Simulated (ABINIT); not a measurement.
**Geometry relaxation, with input and output: Ru (part 2 of 2)**

Ru (2 atoms in the cell); Kohn-Sham DFT of a periodic cell, PBE with D3, JTH PAW PBE v2.0, no spin polarisation (ABINIT 10.8.3); cutoff 408.17 eV, 11×11×6 k-mesh, fermi-dirac of 0.05 eV. The structure derives from an entry of the Crystallography Open Database.

Geometry of the input (Å; fractional positions):
```
2.7058  0.0000  0.0000
-1.3529  2.3433  0.0000
0.0000  0.0000  4.2819
Ru 0.6667  0.3333  0.7500
Ru 0.3333  0.6667  0.2500
```

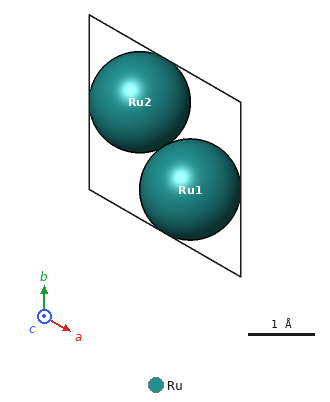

Figure 1. The geometry at step 1 of the log (spheres-only view of the cell of the calculation, along the c axis; atoms are numbered from 1 in the order of the input).

### What the program printed, continued
```
---SELF-CONSISTENT-FIELD CONVERGENCE--------------------------------------------

--- !BeginCycle
iteration_state: {dtset: 1, itime: 2, icycle: 1, }
solver: {iscf: 17, nstep: 100, nline: 4, wfoptalg: 10, }
tolerances: {tolvrs: 1.00E-09, }
...

     iter   Etot(hartree)      deltaE(h)  residm     nres2
 ETOT  1  -191.43101431294    -1.914E+02 1.023E+08 2.944E+00
 ETOT  2  -191.42748086120     3.533E-03 2.526E+04 4.166E-01
 ETOT  3  -191.42633867421     1.142E-03 2.224E+03 9.599E-03
 ETOT  4  -191.42638945873    -5.078E-05 1.521E+02 1.071E-03
 ETOT  5  -191.42638889033     5.684E-07 2.545E+01 2.175E-05
 ETOT  6  -191.42638899039    -1.001E-07 3.234E+00 1.099E-05
 ETOT  7  -191.42638895913     3.125E-08 1.738E-01 6.648E-08
 ETOT  8  -191.42638896084    -1.709E-09 3.604E-03 6.654E-09
 ETOT  9  -191.42638896035     4.914E-10 1.220E-04 1.879E-10

 At SCF step    9       nres2   =  1.88E-10 < tolvrs=  1.00E-09 =>converged.

 Cartesian components of stress tensor (hartree/bohr^3)
  sigma(1 1)= -1.75503252E-04  sigma(3 2)=  0.00000000E+00
  sigma(2 2)= -1.75503257E-04  sigma(3 1)=  0.00000000E+00
  sigma(3 3)= -1.83905618E-04  sigma(2 1)=  7.26623952E-13

--- !ResultsGS
iteration_state: {dtset: 1, itime: 2, icycle: 1, }
comment   : Summary of ground state results
lattice_vectors:
- [  5.0698807,   0.0000000,   0.0000000, ]
- [ -2.5349403,   4.3906455,   0.0000000, ]
- [  0.0000000,   0.0000000,   8.0230328, ]
lattice_lengths: [   5.06988,    5.06988,    8.02303, ]
lattice_angles: [ 90.000,  90.000, 120.000, ] # degrees, (23, 13, 12)
lattice_volume:   1.7859310E+02
convergence: {deltae:  4.914E-10, res2:  1.879E-10, residm:  1.220E-04, diffor: null, }
etotal    :  -1.91426389E+02
entropy   :   0.00000000E+00
fermie    :   5.45775661E-01
cartesian_stress_tensor: # hartree/bohr^3
- [ -1.75503252E-04,   7.26623952E-13,   0.00000000E+00, ]
- [  7.26623952E-13,  -1.75503257E-04,   0.00000000E+00, ]
- [  0.00000000E+00,   0.00000000E+00,  -1.83905618E-04, ]
pressure_GPa:   5.2459E+00
xred      :
- [  6.6667E-01,   3.3333E-01,   7.5000E-01, Ru]
- [  3.3333E-01,   6.6667E-01,   2.5000E-01, Ru]
cartesian_forces: # hartree/bohr
- [ -1.06221247E-28,   1.83980596E-28,   1.40766877E-22, ]
- [  1.06221247E-28,  -1.83980596E-28,  -1.40766877E-22, ]
force_length_stats: {min:   1.40766877E-22, max:   1.40766877E-22, mean:   1.40766877E-22, }
...

 Integrated electronic density in atomic spheres:
 ------------------------------------------------
 Atom  Sphere_radius  Integrated_density
    1        2.21047         13.75666591
    2        2.21047         13.75666591

---OUTPUT-----------------------------------------------------------------------

 Cartesian coordinates (xcart) [bohr]
  2.53494033359643E+00  1.46354848404600E+00  6.01727456638143E+00
 -3.30509599163970E-11  2.92709696809200E+00  2.00575818879381E+00
 Reduced coordinates (xred)
  6.66666666666666E-01  3.33333333333333E-01  7.50000000000000E-01
  3.33333333333333E-01  6.66666666666666E-01  2.50000000000000E-01
 Cartesian forces (fcart) [Ha/bohr]; max,rms= 1.40767E-22 8.12718E-23 (free atoms)
 -1.06221246608857E-28  1.83980595961740E-28  1.40766876749597E-22
  1.06221246608857E-28 -1.83980595961740E-28 -1.40766876749597E-22
 Gradient of E wrt nuclear positions in reduced coordinates (gred)
  5.38529044630877E-28 -1.07705808926175E-27 -1.12937726300573E-21
 -5.38529044630877E-28  1.07705808926175E-27  1.12937726300573E-21
 Scale of Primitive Cell (acell) [bohr]
  5.06988066722590E+00  5.06988066732506E+00  8.02303275517523E+00
 Real space primitive translations (rprimd) [bohr]
  5.06988066722590E+00  0.00000000000000E+00  0.00000000000000E+00
 -2.53494033366253E+00  4.39064545213800E+00  0.00000000000000E+00
  0.00000000000000E+00  0.00000000000000E+00  8.02303275517523E+00
 Unitary Cell Volume (ucvol) [Bohr^3]=  1.78593098202663E+02
 Angles (23,13,12)= [degrees]
  9.00000000000000E+01  9.00000000000000E+01  1.19999999999554E+02
 Lengths [Bohr]
  5.06988066722590E+00  5.06988066739338E+00  8.02303275517523E+00
 Stress tensor in cartesian coordinates (strten) [Ha/bohr^3]
 -1.75503252355325E-04  7.26623951655029E-13  0.00000000000000E+00
  7.26623951655029E-13 -1.75503257185183E-04  0.00000000000000E+00
  0.00000000000000E+00  0.00000000000000E+00 -1.83905618042796E-04
 Total energy (etotal) [Ha]= -1.91426388960350E+02

 Difference of energy with previous step (new-old):
           Absolute (Ha)= 1.35254E-04
           Relative     = 7.06558E-07

--- Iteration: ( 3/60) Internal Cycle: (1/1)
--------------------------------------------------------------------------------

---SELF-CONSISTENT-FIELD CONVERGENCE--------------------------------------------

--- !BeginCycle
iteration_state: {dtset: 1, itime: 3, icycle: 1, }
solver: {iscf: 17, nstep: 100, nline: 4, wfoptalg: 10, }
tolerances: {tolvrs: 1.00E-09, }
...

     iter   Etot(hartree)      deltaE(h)  residm     nres2
 ETOT  1  -191.42641609455    -1.914E+02 5.279E-05 2.383E-03
 ETOT  2  -191.42641219790     3.897E-06 4.792E-06 3.436E-04
 ETOT  3  -191.42641124812     9.498E-07 6.098E-07 7.094E-06
 ETOT  4  -191.42641128985    -4.173E-08 4.124E-08 8.619E-07
 ETOT  5  -191.42641128940     4.503E-10 2.641E-08 1.832E-08
 ETOT  6  -191.42641128948    -7.901E-11 3.615E-09 9.390E-09
 ETOT  7  -191.42641128945     2.484E-11 6.838E-09 5.296E-11

 At SCF step    7       nres2   =  5.30E-11 < tolvrs=  1.00E-09 =>converged.

 Cartesian components of stress tensor (hartree/bohr^3)
  sigma(1 1)= -1.67065748E-04  sigma(3 2)=  0.00000000E+00
  sigma(2 2)= -1.67065752E-04  sigma(3 1)=  0.00000000E+00
  sigma(3 3)= -1.74884518E-04  sigma(2 1)=  7.25684324E-13

--- !ResultsGS
iteration_state: {dtset: 1, itime: 3, icycle: 1, }
comment   : Summary of ground state results
lattice_vectors:
- [  5.0710953,   0.0000000,   0.0000000, ]
- [ -2.5355477,   4.3916974,   0.0000000, ]
- [  0.0000000,   0.0000000,   8.0249550, ]
lattice_lengths: [   5.07110,    5.07110,    8.02495, ]
lattice_angles: [ 90.000,  90.000, 120.000, ] # degrees, (23, 13, 12)
lattice_volume:   1.7872149E+02
convergence: {deltae:  2.484E-11, res2:  5.296E-11, residm:  6.838E-09, diffor: null, }
etotal    :  -1.91426411E+02
entropy   :   0.00000000E+00
fermie    :   5.45241744E-01
cartesian_stress_tensor: # hartree/bohr^3
- [ -1.67065748E-04,   7.25684324E-13,   0.00000000E+00, ]
- [  7.25684324E-13,  -1.67065752E-04,   0.00000000E+00, ]
- [  0.00000000E+00,   0.00000000E+00,  -1.74884518E-04, ]
pressure_GPa:   4.9919E+00
xred      :
- [  6.6667E-01,   3.3333E-01,   7.5000E-01, Ru]
- [  3.3333E-01,   6.6667E-01,   2.5000E-01, Ru]
cartesian_forces: # hartree/bohr
- [ -2.12391607E-28,  -1.22624352E-28,  -0.00000000E+00, ]
- [  2.12391607E-28,   1.22624352E-28,  -0.00000000E+00, ]
force_length_stats: {min:   2.45248703E-28, max:   2.45248703E-28, mean:   2.45248703E-28, }
...

 Integrated electronic density in atomic spheres:
 ------------------------------------------------
 Atom  Sphere_radius  Integrated_density
    1        2.21047         13.75255329
    2        2.21047         13.75255329

---OUTPUT-----------------------------------------------------------------------

 Cartesian coordinates (xcart) [bohr]
  2.53554766876957E+00  1.46389912917172E+00  6.01871621865316E+00
 -3.30588796646374E-11  2.92779825834344E+00  2.00623873955105E+00
 Reduced coordinates (xred)
  6.66666666666666E-01  3.33333333333333E-01  7.50000000000000E-01
  3.33333333333333E-01  6.66666666666666E-01  2.50000000000000E-01
 Cartesian forces (fcart) [Ha/bohr]; max,rms= 2.12392E-28 1.41594E-28 (free atoms)
 -2.12391607249371E-28 -1.22624351616838E-28 -0.00000000000000E+00
  2.12391607249371E-28  1.22624351616838E-28 -0.00000000000000E+00
 Gradient of E wrt nuclear positions in reduced coordinates (gred)
  1.07705808926175E-27 -3.25603979826974E-44  0.00000000000000E+00
 -1.07705808926175E-27  3.25603979826974E-44 -0.00000000000000E+00
 Scale of Primitive Cell (acell) [bohr]
  5.07109533757221E+00  5.07109533767138E+00  8.02495495820422E+00
 Real space primitive translations (rprimd) [bohr]
  5.07109533757221E+00  0.00000000000000E+00  0.00000000000000E+00
 -2.53554766883569E+00  4.39169738751516E+00  0.00000000000000E+00
  0.00000000000000E+00  0.00000000000000E+00  8.02495495820422E+00
 Unitary Cell Volume (ucvol) [Bohr^3]=  1.78721493957447E+02
 Angles (23,13,12)= [degrees]
  9.00000000000000E+01  9.00000000000000E+01  1.19999999999554E+02
 Lengths [Bohr]
  5.07109533757221E+00  5.07109533773972E+00  8.02495495820422E+00
 Stress tensor in cartesian coordinates (strten) [Ha/bohr^3]
 -1.67065747654335E-04  7.25684324326537E-13  0.00000000000000E+00
  7.25684324326537E-13 -1.67065752477880E-04  0.00000000000000E+00
  0.00000000000000E+00  0.00000000000000E+00 -1.74884518387722E-04
 Total energy (etotal) [Ha]= -1.91426411289451E+02

 Difference of energy with previous step (new-old):
           Absolute (Ha)=-2.23291E-05
           Relative     =-1.16646E-07

 At Broyd/MD step   3, gradients are converged :
  max grad (force/stress) = 2.7449E-05 < tolmxf= 1.0000E-04 ha/bohr (free atoms)

================================================================================

 ----iterations are completed or convergence reached----

 Mean square residual over all n,k,spin=   86.007E-13; max=  68.382E-10
 reduced coordinates (array xred) for    2 atoms
       0.666666666667      0.333333333333      0.750000000000
       0.333333333333      0.666666666667      0.250000000000
 rms dE/dt=  8.7941E-28; max dE/dt=  0.0000E+00; dE/dt below (all hartree)
    1       0.000000000000      0.000000000000      0.000000000000
    2      -0.000000000000      0.000000000000      0.000000000000

 cartesian coordinates (angstrom) at end:
    1      1.34175404256082     0.77466205769288     3.18496745964281
    2     -0.00000000001749     1.54932411538576     1.06165581988094

 cartesian forces (hartree/bohr) at end:
    1     -0.00000000000000    -0.00000000000000    -0.00000000000000
    2      0.00000000000000     0.00000000000000    -0.00000000000000
 frms,max,avg= 1.4159440E-28 2.1239161E-28   0.000E+00  0.000E+00  0.000E+00 h/b

 cartesian forces (eV/Angstrom) at end:
    1     -0.00000000000000    -0.00000000000000    -0.00000000000000
    2      0.00000000000000     0.00000000000000    -0.00000000000000
 frms,max,avg= 7.2810770E-27 1.0921616E-26   0.000E+00  0.000E+00  0.000E+00 e/A
 length scales=  5.071095337572  5.071095337671  8.024954958204 bohr
              =  2.683508085139  2.683508085192  4.246623279524 angstroms
 Fermi (or HOMO) energy (hartree) =   0.54524   Average Vxc (hartree)=  -0.49211
 Eigenvalues (hartree) for nkpt=  64  k points:
 kpt#   1, nband= 20, wtk=  0.00138, kpt=  0.0000  0.0000  0.0000 (reduced coord)
  -2.14217   -2.13383   -1.05959   -1.02236   -1.02236   -1.01559   -1.01559   -1.01391
   0.24815    0.31175    0.44838    0.44838    0.45519    0.47455    0.47455    0.49463
   0.49463    0.59261    0.59261    0.59907
      occupation numbers for kpt#   1
   2.00000    2.00000    2.00000    2.00000    2.00000    2.00000    2.00000    2.00000
   2.00000    2.00000    2.00000    2.00000    2.00000    2.00000    2.00000    2.00000
   2.00000    0.00000    0.00000    0.00000
 prteigrs : prtvol=0 or 1, do not print more k-points.

--- !EnergyTerms
iteration_state     : {dtset: 1, itime: 3, icycle: 1, }
comment             : Components of total free energy in Hartree
kinetic             :  2.30773139228516E+01
hartree             :  2.69747104464978E+01
xc                  : -7.82825478639738E+00
Ewald energy        : -1.65354490394515E+02
psp_core            :  1.15161266565835E+01
local_psp           : -9.28871531027141E+01
PAW spherical_terms :  1.31179671352450E+01
VdWaals_dft_d       : -4.20402442246889E-02
internal            : -1.91425820366674E+02
'-kT*entropy'       : -5.90915779570198E-04
total_energy        : -1.91426411282453E+02
total_energy_eV     : -5.20897801508885E+03
...

--- !EnergyTermsDC
iteration_state     : {dtset: 1, itime: 3, icycle: 1, }
comment             : '"Double-counting" decomposition of free energy'
band_energy         : -1.41274409297808E+01
Ewald energy        : -1.65354490394515E+02
psp_core            :  1.15161266565835E+01
xc_dc               : -2.45868653244476E+01
PAW spherical_terms :  1.16888986271376E+00
VdWaals_dft_d       : -4.20402442246889E-02
internal            : -1.91425820373671E+02
'-kT*entropy'       : -5.90915779570198E-04
total_energy_dc     : -1.91426411289451E+02
total_energy_dc_eV  : -5.20897801527927E+03
...

--- !EnergyTermsWithPAWCore
iteration_state     : {dtset: 1, itime: 3, icycle: 1, }
comment             : 'Components of total free energy, including PAW core contributions'
Total energy        : -9.06222168625734E+03
Total energy DC     : -9.06222168626433E+03
Total energy (eV)   : -2.46595614551454E+05
Total energy DC (eV): -2.46595614551644E+05
...

 Cartesian components of stress tensor (hartree/bohr^3)
  sigma(1 1)= -1.67065748E-04  sigma(3 2)=  0.00000000E+00
  sigma(2 2)= -1.67065752E-04  sigma(3 1)=  0.00000000E+00
  sigma(3 3)= -1.74884518E-04  sigma(2 1)=  7.25684324E-13

-Cartesian components of stress tensor (GPa)         [Pressure=  4.9919E+00 GPa]
- sigma(1 1)= -4.91524399E+00  sigma(3 2)=  0.00000000E+00
- sigma(2 2)= -4.91524414E+00  sigma(3 1)=  0.00000000E+00
- sigma(3 3)= -5.14528017E+00  sigma(2 1)=  2.13503699E-08

== END DATASET(S) ==============================================================
================================================================================

 -outvars: echo values of variables after computation  --------
            acell      5.0710953376E+00  5.0710953377E+00  8.0249549582E+00 Bohr
           etotal     -1.9142641129E+02
            fcart     -2.1239160725E-28 -1.2262435162E-28 -0.0000000000E+00
                       2.1239160725E-28  1.2262435162E-28 -0.0000000000E+00
            rprim      1.0000000000E+00  0.0000000000E+00  0.0000000000E+00
                      -5.0000000000E-01  8.6602540380E-01  0.0000000000E+00
                       0.0000000000E+00  0.0000000000E+00  1.0000000000E+00
           strten     -1.6706574765E-04 -1.6706575248E-04 -1.7488451839E-04
                       0.0000000000E+00  0.0000000000E+00  7.2568432433E-13
           xangst      1.3417540426E+00  7.7466205769E-01  3.1849674596E+00
                      -1.7494005725E-11  1.5493241154E+00  1.0616558199E+00
             xred      6.6666666667E-01  3.3333333333E-01  7.5000000000E-01
                       3.3333333333E-01  6.6666666667E-01  2.5000000000E-01
 Calculation completed.
```

### Trajectory as extended XYZ (Å, eV, eV/Å), 3 frames, from step=0 to step=2
```
2
Lattice="2.7058 0.0000 0.0000 -1.3529 2.3433 0.0000 0.0000 0.0000 4.2819" Properties=species:S:1:pos:R:3:forces:R:3 step=0 energy=-5208.98109
Ru    1.3529    0.7811    3.2114    0.0000   0.0000   0.0000
Ru    0.0000    1.5622    1.0705    0.0000   0.0000   0.0000
2
Lattice="2.6829 0.0000 0.0000 -1.3414 2.3234 0.0000 0.0000 0.0000 4.2456" Properties=species:S:1:pos:R:3:forces:R:3 step=1 energy=-5208.97741
Ru    1.3414    0.7745    3.1842    0.0000   0.0000   0.0000
Ru    0.0000    1.5490    1.0614    0.0000   0.0000   0.0000
2
Lattice="2.6835 0.0000 0.0000 -1.3418 2.3240 0.0000 0.0000 0.0000 4.2466" Properties=species:S:1:pos:R:3:forces:R:3 step=2 energy=-5208.97801
Ru    1.3418    0.7747    3.1850    0.0000   0.0000   0.0000
Ru    0.0000    1.5493    1.0617    0.0000   0.0000   0.0000
```

### Summary

```tsv
quantity	value
outcome	converged
space group (tolerance 0.01 Å)	P6₃/mmc (194)
electrons treated	32
free energy	−5208.9780 eV
Fermi energy	14.837 eV
gap on the k-point mesh	none (metallic)
pressure	4.99 GPa
final volume	26.48 Å³
largest force (length of the vector) at the end	under 0.001 eV/Å
final cell	a = 2.684 Å, b = 2.684 Å, c = 4.247 Å, α = 90.00°, β = 90.00°, γ = 120.00°
hardware	1 thread of Arm Neoverse V2, 24 GiB of memory available, shared host
wall time	50 s
peak memory	0.12 GiB
```
